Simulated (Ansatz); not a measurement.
# AlAs: a changed input and its effect

System: AlAs (2 atoms in the cell).
Method of run 1: DFT HSE06, scalar-relativistic, plane waves, PAW, no spin polarisation (Ansatz 0.2.0).

Text and figures count atoms from 1; the logs count them from 0 in places.

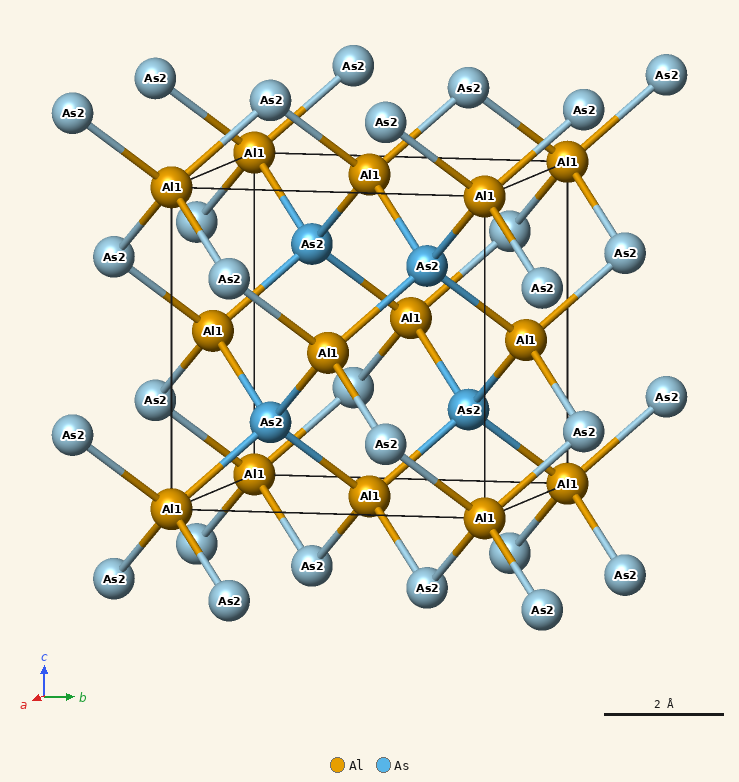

Fig. 1: The structure (ball-and-stick view of the cell 4 times as large as that of the calculation, set on its symmetry axes, seen slightly off an axis; neighbours outside the cell are drawn fainter; atoms are numbered from 1 in the order of the input). An atom can appear more than once, as a periodic image.

### The input, run 1
```yaml
crystal:
  lattice:
    - [0.0, 2.7276336118, 2.7276336118]
    - [2.7276336118, 0.0, 2.7276336118]
    - [2.7276336118, 2.7276336118, 0.0]
  atoms:
    - { symbol: Al, position: [0.0, 0.0, 0.0] }
    - { symbol: As, position: [0.25, 0.25, 0.25] }
basis:
  ecutwfc: 420
kpoints:
  mp_grid: { grid: [6, 6, 6] }
hamiltonian:
  xc: hse06
scf:
  occupations: { method: gaussian, width: 0.05 }
output:
  forces: true
  stress: true
  eigenvalues: true
```

Launched with:
```bash
ansatz run input.yaml --threads 4 --pin off --max-ram 12288MiB --backend cpu --events-out ev --progress --plain --runs-dir out
```

Hardware: 4 threads of AMD EPYC (Zen 5), 32 GiB of memory available, shared host.

### Output, shortened to warnings, some set-up lines, iterations and results (run 1)
```
Warning: output.stress: scf.convergence.dr2_threshold = 1e-7 eV (the SCF's general default) is looser than the 2e-10 eV advised for a printed stress (1e-10 eV for each atom of the cell: 2). What an SCF threshold leaves in a stress goes as its square root, and in the free energy as the threshold itself, and one threshold admits the most on a small cell: of the crystals measured, under no hybrid …
Warning: output.stress: scf.exx.energy_threshold = 1e-6 eV is looser than the 2e-8 eV advised for a stress under a hybrid functional (1e-8 eV for each atom of the cell: 2). Every SCF of the exchange loop can meet its threshold on dr2 while the loop round them stops early: no threshold on dr2 bounds what that leaves in the stress. Set scf.exx.energy_threshold to 2e-8 eV or tighter. The threshold …
Basis set: ecut = 420 eV, 821 PW (Γ), exchange–correlation on 54×54×54 points (8 copies of the dense FFT grid, shifted against one another)
Symmetry: 24 space group operations
k-points: 16 of 216 (time reversal used)
Initial density: superposition of atomic densities (neutral atoms: chi_scale 0, normalization atom), corrected by the library's trained network
[...]
SCF iter   1: F=—  HF=-5394.360227 eV  |F-HF|=—  |Δ(HF+E_count)|=         —  Δρ=9.21e-4  dr2=5.43e-4  ethr=1.77e-3  ⟨swp⟩=7.1  Hψ=917  notcnv=0
SCF iter   2: F=-5394.360288 eV  HF=-5394.360265 eV  |F-HF|=2.28e-5  |Δ(HF+E_count)|=   3.83e-5  Δρ=3.21e-4  dr2=2.98e-5  ethr=1.63e-7  ⟨swp⟩=2.0  Hψ=1002  notcnv=0
SCF 1 stopped early in 2 iterations: F = -5394.360288 eV  dr2 = 2.98e-5
SCF iter   1: F=—  HF=-5396.149614 eV  |F-HF|=—  |Δ(HF+E_count)|=         —  Δρ=4.21e-3  dr2=4.88e-3  ethr=1.65e-6  ⟨swp⟩=6.7  Hψ=1035  notcnv=0
SCF iter   2: F=—  HF=-5396.141460 eV  |F-HF|=—  |Δ(HF+E_count)|=   8.15e-3  Δρ=1.94e-3  dr2=1.07e-3  ethr=1.65e-6  ⟨swp⟩=4.0  Hψ=704  notcnv=0
[... 5 lines ...]
SCF iter   1: F=—  HF=-5396.144894 eV  |F-HF|=—  |Δ(HF+E_count)|=         —  Δρ=4.98e-5  dr2=3.92e-7  ethr=1.06e-6  ⟨swp⟩=3.1  Hψ=444  notcnv=0
SCF iter   2: F=—  HF=-5396.144894 eV  |F-HF|=—  |Δ(HF+E_count)|=   1.15e-8  Δρ=8.25e-6  dr2=3.96e-8  ethr=2.07e-9  ⟨swp⟩=4.0  Hψ=655  notcnv=0
SCF iter   3: F=—  HF=-5396.144894 eV  |F-HF|=—  |Δ(HF+E_count)|=   2.17e-8  Δρ=3.04e-6  dr2=1.56e-8  ethr=1.13e-10  ⟨swp⟩=3.4  Hψ=546  notcnv=0
SCF iter   4: F=-5396.144894 eV  HF=-5396.144894 eV  |F-HF|=2.06e-9  |Δ(HF+E_count)|=   1.25e-7  Δρ=3.36e-6  dr2=3.16e-9  ethr=8.13e-12  ⟨swp⟩=5.0  Hψ=777  notcnv=0
SCF 3 converged in 4 iterations: F = -5396.144894 eV  dr2 = 3.16e-9
  Residual-converged pass: ⟨swp⟩=2.0  Hψ=285  notcnv=0  max |occ|·‖R‖ = 2.1e-6 eV (tolerance 2.4e-6 eV)  dr2=3.16e-9  dr2_onsite=4.74e-10  max |Δocc| = 2.5e-162
hybrid outer 2: dexx = +1.747e-7 eV, tail = 1.46e-8 eV, Δε = 2.03e-3 eV (about 9.63e-5 eV left of the loop's levels)
hybrid SCF converged: 2 outer / 10 inner (+2 warm-up), last move |dexx| = 1.75e-7 eV, tail = 1.46e-8 eV
Stability not checked: this state was not tested for a lower state beside it, because the functional holds exact exchange (a hybrid, or Hartree-Fock), whose exchange loop this test does not read (fock_operator; see scf.lower_state_search)
Free energy (F): -5396.144895 eV
Frozen-core exchange: fock
Harris-Foulkes:  -5396.144895 eV  (|F-HF|=2.06e-9)
Internal energy: -5396.144895 eV  (E = F + TS)
E sigma→0 (E₀):  -5396.144895 eV
Fermi energy:    8.132409 eV
--- Per-component energies (eV) ---
  E_band       = -290.929922
  E_kinetic    = 129.800687
  E_local      = -2027.361635  (includes V_loc(G=0)·N_el)
  E_nonlocal   = -660.571964
  E_hartree    = 1098.027199
  E_xc         = -97.971238
  E_vxc        = -89.377064  (∫ρ·V_xc dr)
  E_exx        = -65.309114  (= α·E_x^exact, valence–valence)
  E_paw        = -2260.748732  (= ΣΔE_a)
  E_vpaw       = 291.142673  (= ΣTr[D̂ρ^β])
  E_aug_tail   = 0.000006  (compensation charges beyond the density's cutoff)
  E_ewald      = -1511.205010
  E_core_change = -0.805092  (= ΣΔE_core)
  E_smearing   = -0.000000  (= −TS)
  E_closure    = -0.000000  (closes the sum)
  Σ components = -5396.144895   (vs F -5396.144895, Δ=-9.09e-13)
--- Forces (eV/Å), atoms counted from 1 ---
  atom   1  Al     0.00000000    -0.00000000     0.00000000
  atom   2  As    -0.00000000    -0.00000000    -0.00000000
  max |Σ_I F_I| component: 2.03e-16 eV/Å
--- Stress (GPa, compression-positive) ---
       11.965837       0.000000      -0.000000
        0.000000      11.965837       0.000000
       -0.000000       0.000000      11.965837
  P = ⅓ Tr σ = 11.9658 GPa (119.658 kbar)
```

For run 2 the input was changed thus:
```diff
-    - [0.0, 2.7276336118, 2.7276336118]
-    - [2.7276336118, 0.0, 2.7276336118]
-    - [2.7276336118, 2.7276336118, 0.0]
+    - [0.0, 2.8154390079, 2.8154390079]
+    - [2.8154390079, 0.0, 2.8154390079]
+    - [2.8154390079, 2.8154390079, 0.0]
```

How does run 2 compare with run 1?

With the same functional and potentials, run 2 lies 84.9 meV per atom lower. The gap on the mesh goes from 1.87 to 2.05 eV. The pressure goes from 11.97 to 2.21 GPa. The volume per atom goes from 20.29 to 22.32 Å³. The SCF takes 13 iterations against 12. The plane waves at Γ go from 821 to 893.

### Output, shortened to warnings, some set-up lines, iterations and results (run 2)
```
Warning: output.stress: scf.convergence.dr2_threshold = 1e-7 eV (the SCF's general default) is looser than the 2e-10 eV advised for a printed stress (1e-10 eV for each atom of the cell: 2). What an SCF threshold leaves in a stress goes as its square root, and in the free energy as the threshold itself, and one threshold admits the most on a small cell: of the crystals measured, under no hybrid …
Warning: output.stress: scf.exx.energy_threshold = 1e-6 eV is looser than the 2e-8 eV advised for a stress under a hybrid functional (1e-8 eV for each atom of the cell: 2). Every SCF of the exchange loop can meet its threshold on dr2 while the loop round them stops early: no threshold on dr2 bounds what that leaves in the stress. Set scf.exx.energy_threshold to 2e-8 eV or tighter. The threshold …
Basis set: ecut = 420 eV, 893 PW (Γ), exchange–correlation on 54×54×54 points (8 copies of the dense FFT grid, shifted against one another)
Symmetry: 24 space group operations
k-points: 16 of 216 (time reversal used)
Initial density: superposition of atomic densities (neutral atoms: chi_scale 0, normalization atom), corrected by the library's trained network
[...]
SCF iter   1: F=—  HF=-5394.574120 eV  |F-HF|=—  |Δ(HF+E_count)|=         —  Δρ=1.30e-3  dr2=1.49e-3  ethr=1.77e-3  ⟨swp⟩=6.9  Hψ=895  notcnv=0
SCF iter   2: F=-5394.573932 eV  HF=-5394.573933 eV  |F-HF|=8.74e-7  |Δ(HF+E_count)|=   1.87e-4  Δρ=4.36e-4  dr2=8.13e-5  ethr=4.44e-7  ⟨swp⟩=3.5  Hψ=972  notcnv=0
SCF 1 stopped early in 2 iterations: F = -5394.573932 eV  dr2 = 8.13e-5
SCF iter   1: F=—  HF=-5396.319473 eV  |F-HF|=—  |Δ(HF+E_count)|=         —  Δρ=4.16e-3  dr2=5.63e-3  ethr=4.52e-6  ⟨swp⟩=6.2  Hψ=962  notcnv=0
SCF iter   2: F=—  HF=-5396.310937 eV  |F-HF|=—  |Δ(HF+E_count)|=   8.54e-3  Δρ=1.95e-3  dr2=1.30e-3  ethr=4.52e-6  ⟨swp⟩=4.0  Hψ=690  notcnv=0
[... 6 lines ...]
SCF iter   1: F=—  HF=-5396.314649 eV  |F-HF|=—  |Δ(HF+E_count)|=         —  Δρ=4.65e-5  dr2=4.01e-7  ethr=1.15e-6  ⟨swp⟩=2.8  Hψ=438  notcnv=0
SCF iter   2: F=—  HF=-5396.314649 eV  |F-HF|=—  |Δ(HF+E_count)|=   1.67e-7  Δρ=8.18e-6  dr2=2.97e-8  ethr=2.07e-9  ⟨swp⟩=4.0  Hψ=636  notcnv=0
SCF iter   3: F=—  HF=-5396.314649 eV  |F-HF|=—  |Δ(HF+E_count)|=   1.45e-7  Δρ=6.66e-6  dr2=1.69e-8  ethr=4.84e-11  ⟨swp⟩=4.1  Hψ=718  notcnv=0  defer=1
SCF iter   4: F=-5396.314649 eV  HF=-5396.314649 eV  |F-HF|=1.81e-10  |Δ(HF+E_count)|=   5.93e-9  Δρ=1.00e-6  dr2=6.02e-10  ethr=4.84e-11  ⟨swp⟩=3.1  Hψ=496  notcnv=0
SCF 3 converged in 4 iterations: F = -5396.314649 eV  dr2 = 6.02e-10
  Residual-converged pass: ⟨swp⟩=2.9  Hψ=371  notcnv=0  max |occ|·‖R‖ = 2.3e-6 eV (tolerance 2.4e-6 eV)  dr2=5.89e-10  dr2_onsite=3.69e-11  max |Δocc| = 1.3e-192
hybrid outer 2: dexx = +2.234e-7 eV, tail = 9.06e-9 eV, Δε = 1.98e-3 eV (about 6.95e-5 eV left of the loop's levels)
hybrid SCF converged: 2 outer / 11 inner (+2 warm-up), last move |dexx| = 2.23e-7 eV, tail = 9.06e-9 eV
Stability not checked: this state was not tested for a lower state beside it, because the functional holds exact exchange (a hybrid, or Hartree-Fock), whose exchange loop this test does not read (fock_operator; see scf.lower_state_search)
Free energy (F): -5396.314649 eV
Frozen-core exchange: fock
Harris-Foulkes:  -5396.314649 eV  (|F-HF|=1.81e-10)
Internal energy: -5396.314649 eV  (E = F + TS)
E sigma→0 (E₀):  -5396.314649 eV
Fermi energy:    7.124790 eV
--- Per-component energies (eV) ---
  E_band       = -308.582601
  E_kinetic    = 126.686331
  E_local      = -2101.937685  (includes V_loc(G=0)·N_el)
  E_nonlocal   = -660.899557
  E_hartree    = 1127.314524
  E_xc         = -96.859486
  E_vxc        = -87.955435  (∫ρ·V_xc dr)
  E_exx        = -65.008059  (= α·E_x^exact, valence–valence)
  E_paw        = -2260.730730  (= ΣΔE_a)
  E_vpaw       = 290.909779  (= ΣTr[D̂ρ^β])
  E_aug_tail   = 0.000004  (compensation charges beyond the density's cutoff)
  E_ewald      = -1464.074899
  E_core_change = -0.805092  (= ΣΔE_core)
  E_smearing   = -0.000000  (= −TS)
  E_closure    = 0.000000  (closes the sum)
  Σ components = -5396.314649   (vs F -5396.314649, Δ=0.00e0)
--- Forces (eV/Å), atoms counted from 1 ---
  atom   1  Al     0.00000000    -0.00000000    -0.00000000
  atom   2  As    -0.00000000    -0.00000000     0.00000000
  max |Σ_I F_I| component: 1.83e-16 eV/Å
--- Stress (GPa, compression-positive) ---
        2.208980      -0.000000      -0.000000
       -0.000000       2.208980       0.000000
       -0.000000       0.000000       2.208980
  P = ⅓ Tr σ = 2.2090 GPa (22.090 kbar)
```

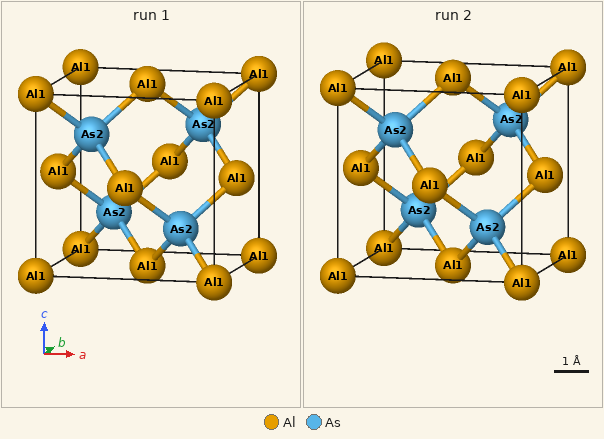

Fig. 2: The two input geometries at one scale (ball-and-stick view of the cell 4 times as large as that of the calculation, set on its symmetry axes, seen slightly off an axis). No atom moves by more than 0.005 Å relative to the cell. Cell: a = b = c 5.455 → 5.631 Å (+3.2 %). Volume +10.0 %. Among the contacts that change: Al1–As2 2.362 → 2.438 Å.

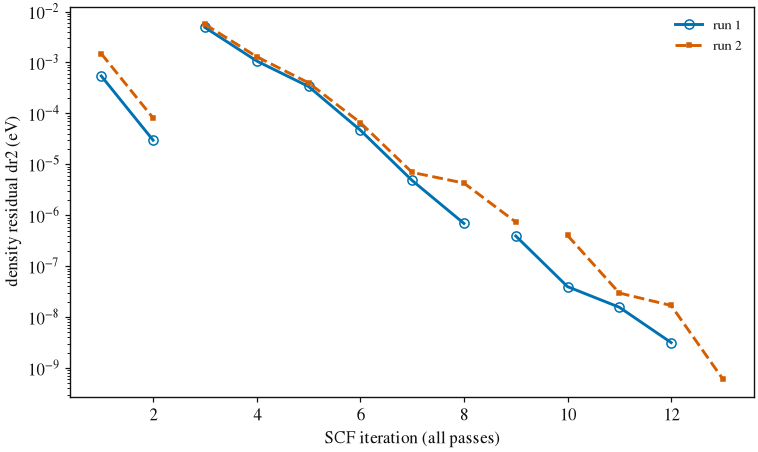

Fig. 3: Convergence of the two runs: density residual dr2 against the SCF iteration. A break in a curve parts two SCF passes. Run 1 takes 12 iterations in all, and run 2 takes 13.

### The two runs side by side

| quantity | run 1 | run 2 |
| --- | --- | --- |
| outcome | converged | converged |
| free energy per atom (eV) | −2698.0724 | −2698.1573 |
| gap on the mesh (eV) | 1.87 | 2.05 |
| pressure (GPa) | 11.97 | 2.21 |
| volume per atom (Å³) | 20.29 | 22.32 |
| largest force (eV/Å) | 0.000 | 0.000 |
| SCF iterations | 12 | 13 |
| irreducible k-points | 16 | 16 |
| plane waves at Γ | 821 | 893 |
| wall time (shared host) | 5.1 s | 5.3 s |

For both runs: Warnings: the exchange loop's threshold is looser than advised for the stress; the SCF threshold is looser than advised for the printed stress. For run 1: The cell is under a pressure of 12.0 GPa at this level, so it is not at its equilibrium volume.
